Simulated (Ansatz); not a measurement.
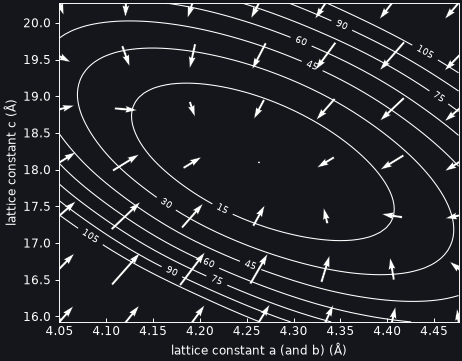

Energy landscape of Ge2Sb2Te5 (P-3m1, No. 164; 9 atoms in the cell). The energy is mapped over the lattice constants a and c of the conventional cell. Coordinates scanned: (1) lattice constant a (and b); (2) lattice constant c. Nothing is relaxed (fractional coordinates fixed). The scan uses a 7 × 7 grid. Points are written as (first, second). Energies are in meV/atom, from the lowest grid point. The band gap closes in part of the range. The calculation used Ansatz, DFT PBE, scalar-relativistic, plane waves, PAW. Settings: cutoff 420 eV, k-mesh 9×9×2 in the order of the run's cell vectors, gaussian smearing 0.03 eV, no spin polarisation.

Drawn: contour lines labelled in meV/atom (none above 105), arrows along the force (downhill), their lengths compressed. Between grid points the surface is interpolated. 

**Describe this landscape.**

The lowest grid point is at (4.263 Å, 18.10 Å). No other kind of well shows on this grid. The highest grid point, (4.050 Å, 15.93 Å), lies 293 meV/atom above the lowest. Round the minimum the valley is strongly tilted: raising lattice constant a (and b) shifts the best value of lattice constant c downwards (coupling k₁₂/√(k₁₁k₂₂) about 0.6).

The whole map (49 points run) took 6.3 min on 2 threads of Intel(R) Xeon(R) 6975P-C (Granite Rapids), with other jobs on the host.
